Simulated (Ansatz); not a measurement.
## From HfO2 to SnO2

System: HfO2 (I4₁/amd, 6 atoms in the cell).
Method of run 1: DFT r2SCAN, scalar-relativistic, plane waves, PAW, no spin polarisation (Ansatz 0.2.0).
System of run 2: SnO2 (I4₁/amd, 6 atoms in the cell).

On run 1: The structure was made by swapping elements on the sites of another compound; it need not be a known phase. On run 2: The structure was made by swapping elements on the sites of another compound; it need not be a known phase. It belongs to a series of runs on one base structure; here: Ti -> Sn on all its sites, cell and atoms relaxed. Text and figures count atoms from 1; the logs count them from 0 in places.

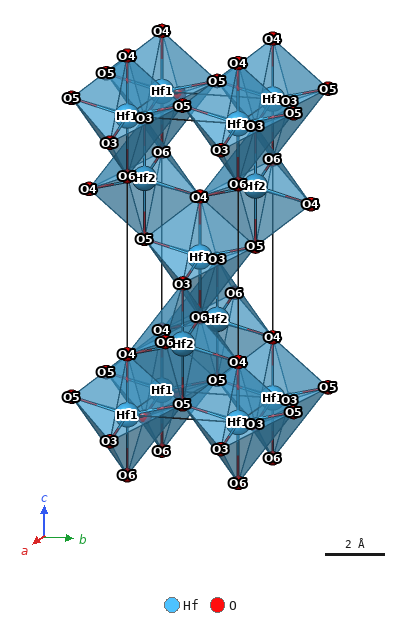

Figure 1. The starting structure (polyhedral view of the cell 2 times as large as that of the calculation, set on its symmetry axes, seen slightly off an axis; polyhedra are completed across the faces of the cell; atoms are numbered from 1 in the order of the input).

Input, run 1:
```yaml
crystal:
  lattice:
    - [-1.996675919, 1.996675919, 5.2674244081]
    - [1.996675919, -1.996675919, 5.2674244081]
    - [1.996675919, 1.996675919, -5.2674244081]
  atoms:
    - { symbol: Hf, position: [0.0, 0.0, 0.0] }
    - { symbol: Hf, position: [0.75, 0.25, 0.5] }
    - { symbol: O, position: [0.9521510794, 0.4521510794, 0.5] }
    - { symbol: O, position: [0.2021510794, 0.2021510794, 0.0] }
    - { symbol: O, position: [0.5478489206, 0.0478489206, 0.5] }
    - { symbol: O, position: [0.7978489206, 0.7978489206, 0.0] }
basis:
  ecutwfc: 500
kpoints:
  mp_grid: { grid: [8, 8, 8] }
hamiltonian:
  xc: r2scan
scf:
  occupations: { method: gaussian, width: 0.02 }
output:
  forces: true
  stress: true
  eigenvalues: true
relax:
  adjacent_minimum: "off"
  f_tol: 0.01
  max_steps: 60
  cell: { stress_tol: 0.1 }
```

Command:
```bash
ansatz run input.yaml --threads 1 --pin off --max-ram 2560MiB --backend cpu --events-out ev --progress --plain --runs-dir out
```

Hardware: 1 thread of Oxide Virtual Turin-like (Zen 5), 32 GiB of memory available, shared host.

Output, shortened to warnings, some set-up lines, iterations and results (run 1):
```
Basis set: ecut = 500 eV, 2131 PW (Γ), FFT grids on a1+a3, a2+a3, a3, exchange–correlation on 120×120×180 points (64 copies of the dense FFT grid, shifted against one another)
Symmetry: 16 space group operations
k-points: 59 of 512
Initial density: superposition of atomic densities (neutral atoms: chi_scale 0, normalization atom), corrected by the library's trained network
[...]
SCF iter   1: F=—  HF=-33752.590698 eV  |F-HF|=—  |Δ(HF+E_count)|=         —  Δρ=9.90e-3  dr2=6.63e-2  dr2_τ=4.00e-1  ethr=1.77e-3  ⟨swp⟩=6.1  Hψ=9062  notcnv=0
SCF iter   2: F=—  HF=-33752.666834 eV  |F-HF|=—  |Δ(HF+E_count)|=   7.61e-2  Δρ=5.00e-3  dr2=1.48e-2  dr2_τ=2.92e-3  ethr=8.73e-5  ⟨swp⟩=2.5  Hψ=5826  notcnv=0  defer=119
SCF iter   3: F=—  HF=-33752.666180 eV  |F-HF|=—  |Δ(HF+E_count)|=   6.53e-4  Δρ=3.17e-3  dr2=3.69e-3  dr2_τ=7.66e-4  ethr=1.94e-5  ⟨swp⟩=2.0  Hψ=4483  notcnv=0  defer=119
SCF iter   4: F=—  HF=-33752.666338 eV  |F-HF|=—  |Δ(HF+E_count)|=   1.58e-4  Δρ=7.57e-4  dr2=4.38e-4  dr2_τ=8.94e-5  ethr=4.85e-6  ⟨swp⟩=2.0  Hψ=4443  notcnv=0  defer=119
SCF iter   5: F=—  HF=-33752.666353 eV  |F-HF|=—  |Δ(HF+E_count)|=   1.47e-5  Δρ=1.80e-4  dr2=1.91e-5  dr2_τ=2.50e-6  ethr=5.77e-7  ⟨swp⟩=2.0  Hψ=4691  notcnv=0  defer=119
[... 13 lines ...]
SCF iter   3: F=—  HF=-33752.666416 eV  |F-HF|=—  |Δ(HF+E_count)|=   1.81e-8  Δρ=3.86e-6  dr2=1.28e-8  dr2_τ=1.98e-9  ethr=7.77e-11  ⟨swp⟩=3.0  Hψ=5076  notcnv=0
SCF iter   4: F=—  HF=-33752.666416 eV  |F-HF|=—  |Δ(HF+E_count)|=  2.84e-10  Δρ=1.06e-6  dr2=5.87e-10  dr2_τ=4.93e-11  ethr=1.68e-11  ⟨swp⟩=2.0  Hψ=4956  notcnv=0
SCF iter   5: F=-33752.666416 eV  HF=-33752.666416 eV  |F-HF|=1.75e-10  |Δ(HF+E_count)|=  2.33e-10  Δρ=6.18e-7  dr2=1.96e-10  dr2_τ=2.47e-11  ethr=1.00e-12  ⟨swp⟩=4.7  …
SCF 3 converged in 5 iterations: F = -33752.666416 eV  dr2 = 1.96e-10
relax step   3: F+E_penalty+E_count = -33752.66641569 eV  Δ(F+E_penalty+E_count) = -2.748e-5 eV  max|allowed force component| = 2.439e-3 eV/Å  Δτ_max = 0.0000 Å  P = -0.029 …
basis re-selected at this cell: Δ(F+E_penalty+E_count) = -2.748e-5 eV, ΔP = -0.001 GPa vs the last step (what re-selecting the basis moved, of the pressure what is left beyond the Pulay correction that the steps carried, after the strain that the cell walked since its last selection, with what the …
SCF converged after 5 iterations
Free energy (F): -33752.666416 eV
Harris-Foulkes:  -33752.666416 eV  (|F-HF|=1.75e-10)
Internal energy: -33752.666416 eV  (E = F + TS)
E sigma→0 (E₀):  -33752.666416 eV
Fermi energy:    12.081982 eV
--- Per-component energies (eV) ---
  E_band       = -326.035837
  E_kinetic    = 1547.668795
  E_local      = -14503.004617  (includes V_loc(G=0)·N_el)
  E_nonlocal   = -2303.818062
  E_hartree    = 6595.191121
  E_xc         = -860.567570
  E_vxc        = -1009.599421  (∫ρ·V_xc dr)
  E_paw        = -14544.622116  (= ΣΔE_a)
  E_vpaw       = 2696.230109  (= ΣTr[D̂ρ^β])
  E_aug_tail   = 0.004168  (compensation charges beyond the density's cutoff)
  E_vtau       = 56.100330  (kinetic-family band-sum trace: ∫τ·v_τ [+ j·A + Jᵃ·Aᵃ] dr)
  E_ewald      = -9684.033415
  E_core_change = 0.515280  (= ΣΔE_core)
  E_smearing   = -0.000000  (= −TS)
  E_closure    = 0.000000  (closes the sum)
  Σ components = -33752.666416   (vs F -33752.666416, Δ=0.00e0)
--- Forces (eV/Å), atoms counted from 1 ---
  atom   1  Hf    -0.00000000    -0.00000000     0.00000000
  atom   2  Hf     0.00000000    -0.00000000     0.00000000
  atom   3  O     -0.00000000     0.00000000     0.00243896
  atom   4  O      0.00000000    -0.00000000     0.00243896
  atom   5  O      0.00000000     0.00000000    -0.00243896
  atom   6  O     -0.00000000     0.00000000    -0.00243896
  max |Σ_I F_I| component: 1.14e-18 eV/Å
--- Stress (GPa, compression-positive) ---
       -0.058729      -0.000000       0.000000
       -0.000000      -0.058729       0.000000
        0.000000      -0.000000       0.030966
  P = ⅓ Tr σ = -0.0288 GPa (-0.288 kbar)
--- Relaxed structure (2 steps of the walk, 2 accepted, 1 SCFs on fresh bases) ---
  F+E_penalty+E_count = -33752.66641569 eV   max|allowed force component| = 2.439e-3 eV/Å   (the final SCF, on the basis selected at the relaxed cell)
  cell:  # Å, volume = 84.0624 Å³
    - [-1.9967391822239364, 1.9967391822239364, 5.27107574509363]
    - [1.9967391822239364, -1.9967391822239364, 5.27107574509363]
[...]
```

The input of run 2 differs as follows (lines with − go, lines with + come):
```diff
-    - [-1.996675919, 1.996675919, 5.2674244081]
-    - [1.996675919, -1.996675919, 5.2674244081]
-    - [1.996675919, 1.996675919, -5.2674244081]
+    - [-1.9980800327, 1.9980800327, 5.1074046293]
+    - [1.9980800327, -1.9980800327, 5.1074046293]
+    - [1.9980800327, 1.9980800327, -5.1074046293]
-    - { symbol: Hf, position: [0.0, 0.0, 0.0] }
-    - { symbol: Hf, position: [0.75, 0.25, 0.5] }
-    - { symbol: O, position: [0.9521510794, 0.4521510794, 0.5] }
-    - { symbol: O, position: [0.2021510794, 0.2021510794, 0.0] }
-    - { symbol: O, position: [0.5478489206, 0.0478489206, 0.5] }
-    - { symbol: O, position: [0.7978489206, 0.7978489206, 0.0] }
+    - { symbol: Sn, position: [0.0, 0.0, 0.0] }
+    - { symbol: Sn, position: [0.75, 0.25, 0.5] }
+    - { symbol: O, position: [0.9536399226, 0.4536399226, 0.5] }
+    - { symbol: O, position: [0.2036399226, 0.2036399226, 0.0] }
+    - { symbol: O, position: [0.5463600774, 0.0463600774, 0.5] }
+    - { symbol: O, position: [0.7963600774, 0.7963600774, 0.0] }
-  mp_grid: { grid: [8, 8, 8] }
+  mp_grid: { grid: [10, 10, 10] }
+  write_density: true
+  write_potential: true
+  elf: true
+  volumetric_format: npy
```

How does run 2 compare with run 1?

The total energies belong to different systems, so their difference says nothing on which is more stable or more accurate. The gap on the mesh goes from 5.02 to 2.34 eV. The volume per atom goes from 14.01 to 13.60 Å³. The SCF takes 18 iterations over all geometry steps against 17. The irreducible k-points go from 59 to 102. On the same kind of shared host run 2 took about 1.7 times as long.

Output, shortened to warnings, some set-up lines, iterations and results (run 2):
```
Basis set: ecut = 500 eV, 2075 PW (Γ), exchange–correlation on 180×180×180 points (64 copies of the dense FFT grid, shifted against one another)
Symmetry: 16 space group operations
k-points: 102 of 1000
Initial density: superposition of atomic densities (neutral atoms: chi_scale 0, normalization atom), corrected by the library's trained network
[...]
SCF iter   1: F=—  HF=-14351.805534 eV  |F-HF|=—  |Δ(HF+E_count)|=         —  Δρ=1.10e-2  dr2=7.40e-2  dr2_τ=2.76e-1  ethr=1.77e-3  ⟨swp⟩=6.4  Hψ=14465  notcnv=0  defer=5
SCF iter   2: F=—  HF=-14351.913557 eV  |F-HF|=—  |Δ(HF+E_count)|=   1.08e-1  Δρ=6.25e-3  dr2=1.64e-2  dr2_τ=1.44e-3  ethr=1.42e-4  ⟨swp⟩=3.0  Hψ=6361  notcnv=0  defer=190
SCF iter   3: F=—  HF=-14351.913309 eV  |F-HF|=—  |Δ(HF+E_count)|=   2.48e-4  Δρ=1.31e-3  dr2=1.20e-3  dr2_τ=1.54e-4  ethr=3.16e-5  ⟨swp⟩=2.0  Hψ=3496  notcnv=0  defer=190
SCF iter   4: F=—  HF=-14351.913298 eV  |F-HF|=—  |Δ(HF+E_count)|=   1.11e-5  Δρ=3.08e-4  dr2=6.33e-5  dr2_τ=5.80e-6  ethr=2.31e-6  ⟨swp⟩=2.1  Hψ=4769  notcnv=0  defer=190
SCF iter   5: F=—  HF=-14351.913309 eV  |F-HF|=—  |Δ(HF+E_count)|=   1.02e-5  Δρ=1.05e-4  dr2=1.17e-5  dr2_τ=5.26e-7  ethr=1.22e-7  ⟨swp⟩=2.0  Hψ=4576  notcnv=0  defer=190
[... 16 lines ...]
SCF iter   3: F=—  HF=-14351.913430 eV  |F-HF|=—  |Δ(HF+E_count)|=   5.91e-7  Δρ=2.24e-6  dr2=2.96e-9  dr2_τ=6.11e-10  ethr=5.11e-11  ⟨swp⟩=2.0  Hψ=4890  notcnv=0
SCF iter   4: F=—  HF=-14351.913430 eV  |F-HF|=—  |Δ(HF+E_count)|=  9.42e-10  Δρ=1.37e-6  dr2=2.00e-10  dr2_τ=6.32e-10  ethr=1.00e-12  ⟨swp⟩=6.1  Hψ=19125  notcnv=0
SCF iter   5: F=-14351.913430 eV  HF=-14351.913430 eV  |F-HF|=1.82e-12  |Δ(HF+E_count)|=  8.29e-10  Δρ=1.91e-7  dr2=2.07e-11  dr2_τ=4.75e-12  ethr=1.00e-12  ⟨swp⟩=7.0  …
SCF 4 converged in 5 iterations: F = -14351.913430 eV  dr2 = 2.07e-11
relax step   4: F+E_penalty+E_count = -14351.91343028 eV  Δ(F+E_penalty+E_count) = -1.516e-5 eV  max|allowed force component| = 1.896e-3 eV/Å  Δτ_max = 0.0000 Å  P = +0.020 …
basis re-selected at this cell: Δ(F+E_penalty+E_count) = -1.516e-5 eV, ΔP = -0.000 GPa vs the last step (what re-selecting the basis moved, of the pressure what is left beyond the Pulay correction that the steps carried, after the strain that the cell walked since its last selection, with what the …
SCF converged after 5 iterations
Free energy (F): -14351.913430 eV
Harris-Foulkes:  -14351.913430 eV  (|F-HF|=1.82e-12)
Internal energy: -14351.913430 eV  (E = F + TS)
E sigma→0 (E₀):  -14351.913430 eV
Fermi energy:    7.784520 eV
--- Per-component energies (eV) ---
  E_band       = -257.588111
  E_kinetic    = 1085.162178
  E_local      = -3557.965979  (includes V_loc(G=0)·N_el)
  E_nonlocal   = 131.540767
  E_hartree    = 1791.890673
  E_xc         = -1035.313615
  E_vxc        = -622.369410  (∫ρ·V_xc dr)
  E_paw        = -8986.161611  (= ΣΔE_a)
  E_vpaw       = -917.330642  (= ΣTr[D̂ρ^β])
  E_aug_tail   = 0.003977  (compensation charges beyond the density's cutoff)
  E_vtau       = 39.589658  (kinetic-family band-sum trace: ∫τ·v_τ [+ j·A + Jᵃ·Aᵃ] dr)
  E_ewald      = -3782.412697
  E_core_change = 1.342876  (= ΣΔE_core)
  E_smearing   = -0.000000  (= −TS)
  E_closure    = 0.000000  (closes the sum)
  Σ components = -14351.913430   (vs F -14351.913430, Δ=0.00e0)
--- Forces (eV/Å), atoms counted from 1 ---
  atom   1  Sn    -0.00000000    -0.00000000     0.00000000
  atom   2  Sn    -0.00000000     0.00000000     0.00000000
  atom   3  O      0.00000000     0.00000000     0.00189637
  atom   4  O      0.00000000     0.00000000     0.00189637
  atom   5  O      0.00000000     0.00000000    -0.00189637
  atom   6  O      0.00000000    -0.00000000    -0.00189637
  max |Σ_I F_I| component: 7.70e-18 eV/Å
--- Stress (GPa, compression-positive) ---
        0.017573      -0.000000      -0.000000
       -0.000000       0.017573      -0.000000
       -0.000000       0.000000       0.025979
  P = ⅓ Tr σ = 0.0204 GPa (0.204 kbar)
--- Relaxed structure (3 steps of the walk, 3 accepted, 1 SCFs on fresh bases) ---
  F+E_penalty+E_count = -14351.91343028 eV   max|allowed force component| = 1.896e-3 eV/Å   (the final SCF, on the basis selected at the relaxed cell)
  cell:  # Å, volume = 81.5935 Å³
    - [-1.9994894307611635, 1.9994894307611635, 5.102196064337921]
    - [1.9994894307611635, -1.9994894307611635, 5.102196064337921]
[...]
```

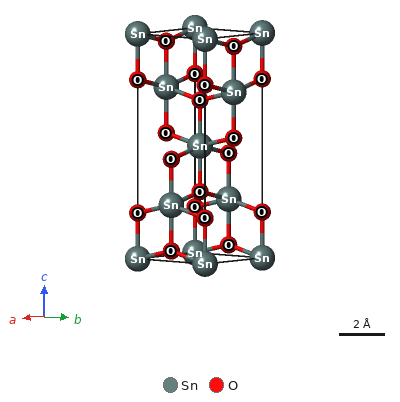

Figure 2. The input structure of run 2 (ball-and-stick view of the cell 2 times as large as that of the calculation, set on its symmetry axes, seen at an oblique angle).

The two runs side by side:

| quantity | run 1 | run 2 |
| --- | --- | --- |
| outcome | converged | converged |
| free energy per atom (eV) | −5625.4444 | −2391.9856 |
| gap on the mesh (eV) | 5.02 | 2.34 |
| pressure (GPa) | −0.03 | 0.02 |
| volume per atom (Å³) | 14.01 | 13.60 |
| largest force (eV/Å) | 0.002 | 0.002 |
| SCF iterations | 17 | 18 |
| irreducible k-points | 59 | 102 |
| wall time (shared host) | 96 s | 2.6 min |

For run 1: Spin–orbit coupling is left out, which matters for Hf.
